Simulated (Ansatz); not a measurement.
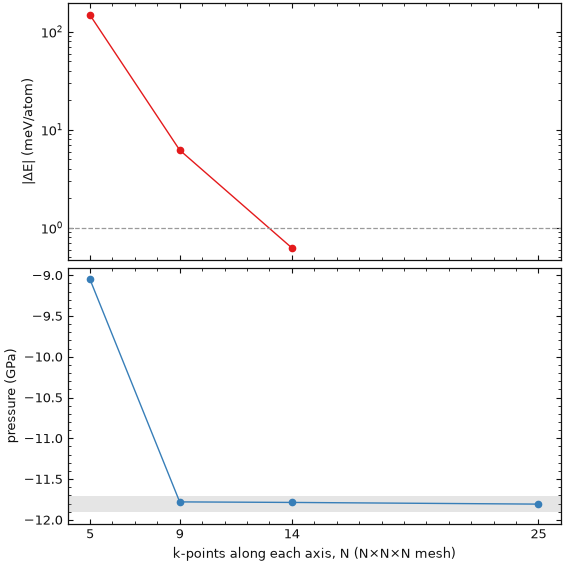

One cell, run at 4 values of the k-point mesh.
The run: Rh (Fm-3m, 1 atom in the cell), by DFT, LDA, PAW with Ansatz's default frozen-core files, scalar-relativistic (Ansatz); cutoff 420 eV, Fermi–Dirac smearing of 0.05 eV.
ΔE is the free energy less its value at the densest setting, 25×25×25.
Dashed lines or grey bands mark the tolerance: 1 meV/atom and 0.1 GPa.

**From which setting is the free energy converged to 1 meV/atom?**

The free energy is within 1 meV/atom of the densest setting's value from 14×14×14 on. It is off by 150 meV/atom at 5×5×5 and 6.2 meV/atom at 9×9×9 (always above it).

**How does the pressure behave (tolerance 0.1 GPa)?**

The pressure is within 0.1 GPa of the densest setting's value from 9×9×9 on. It is −9.1 GPa at 5×5×5 and −11.8 GPa at 25×25×25.
